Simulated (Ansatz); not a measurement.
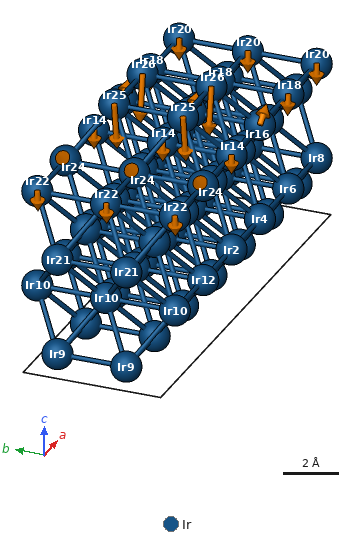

This is a constrained relaxation of a slab of composition Ir (cut from the Fm-3m phase). The starting structure is drawn; orange arrows show the displacements, 10 times their true length.

The picture is a ball-and-stick view of the 1 × 2 repeat of the cell, outlined in the plane, without the vacuum (origin shifted), seen from a free direction.

Case: stripe over 2 of 6 cells, two steps. 12 atoms are held fixed.

The calculation used DFT PBEsol, scalar-relativistic, plane waves, PAW in Ansatz.

Input file:
```yaml
crystal:
  lattice:
    - [16.2504120812, 0.0, 0.0]
    - [0.0, 2.7084020135, 0.0]
    - [0.0, 0.0, 19.6605177198]
  atoms:
    - { symbol: Ir, position: [0.0, 0.0, 0.0762950407] }
    - { symbol: Ir, position: [0.0833333333, 0.5, 0.1737049593] }
    - { symbol: Ir, position: [0.1666666667, 0.0, 0.0762950407] }
    - { symbol: Ir, position: [0.25, 0.5, 0.1737049593] }
    - { symbol: Ir, position: [0.3333333333, 0.0, 0.0762950407] }
    - { symbol: Ir, position: [0.4166666667, 0.5, 0.1737049593] }
    - { symbol: Ir, position: [0.5, 0.0, 0.0762950407] }
    - { symbol: Ir, position: [0.5833333333, 0.5, 0.1737049593] }
    - { symbol: Ir, position: [0.6666666667, 0.0, 0.0762950407] }
    - { symbol: Ir, position: [0.75, 0.5, 0.1737049593] }
    - { symbol: Ir, position: [0.8333333333, 0.0, 0.0762950407] }
    - { symbol: Ir, position: [0.9166666667, 0.5, 0.1737049593] }
    - { symbol: Ir, position: [0.0, 0.0, 0.2711148778] }
    - { symbol: Ir, position: [0.0833333333, 0.5, 0.3685247964] }
    - { symbol: Ir, position: [0.1666666667, 0.0, 0.2711148778] }
    - { symbol: Ir, position: [0.25, 0.5, 0.3685247964] }
    - { symbol: Ir, position: [0.3333333333, 0.0, 0.2711148778] }
    - { symbol: Ir, position: [0.4166666667, 0.5, 0.3685247964] }
    - { symbol: Ir, position: [0.5, 0.0, 0.2711148778] }
    - { symbol: Ir, position: [0.5833333333, 0.5, 0.3685247964] }
    - { symbol: Ir, position: [0.6666666667, 0.0, 0.2711148778] }
    - { symbol: Ir, position: [0.75, 0.5, 0.3685247964] }
    - { symbol: Ir, position: [0.8333333333, 0.0, 0.2711148778] }
    - { symbol: Ir, position: [0.9166666667, 0.5, 0.3685247964] }
    - { symbol: Ir, position: [0.0, 0.0, 0.465934715] }
    - { symbol: Ir, position: [0.1666666667, 0.0, 0.465934715] }
basis:
  ecutwfc: 420
kpoints:
  mp_grid: { grid: [2, 12, 1] }
hamiltonian:
  xc: pbesol
scf:
  occupations: { method: gaussian, width: 0.1 }
output:
  forces: true
  eigenvalues: true
  populations: true
relax:
  adjacent_minimum: "off"
  f_tol: 0.02
  max_steps: 45
  constraints: [{ sites: [0, 1, 2, 3, 4, 5, 6, 7, 8, 9, 10, 11] }]
efield:
  axis: 3
  dipole_correction: true
  ramp_width: 0.04
```

Command:
```bash
ansatz run input.yaml --threads 4 --pin off --max-ram 11264MiB --backend cpu --events-out ev --progress --plain --runs-dir out
```

> Describe the change and its energy.

The energy falls by 0.568 eV per cell of the calculation in 6 geometry steps. Largest force component: 1.7 eV/Å at the start, 0.0026 eV/Å at the end. The largest moves, 0.20 Å, are those of Ir25 and Ir26. Ir26 goes at 8° to the normal (−c side). The lattice vectors keep their values. Among the contacts that change: Ir16–Ir26 2.708 → 2.589 Å, Ir14–Ir25 2.708 → 2.614 Å, Ir16–Ir18 2.708 → 2.638 Å, Ir13–Ir24 2.708 → 2.776 Å. The run took 16 min on 4 threads of AMD EPYC 7R43 64-Core Processor (Zen 3) (shared host), peak memory 5.2 GiB.
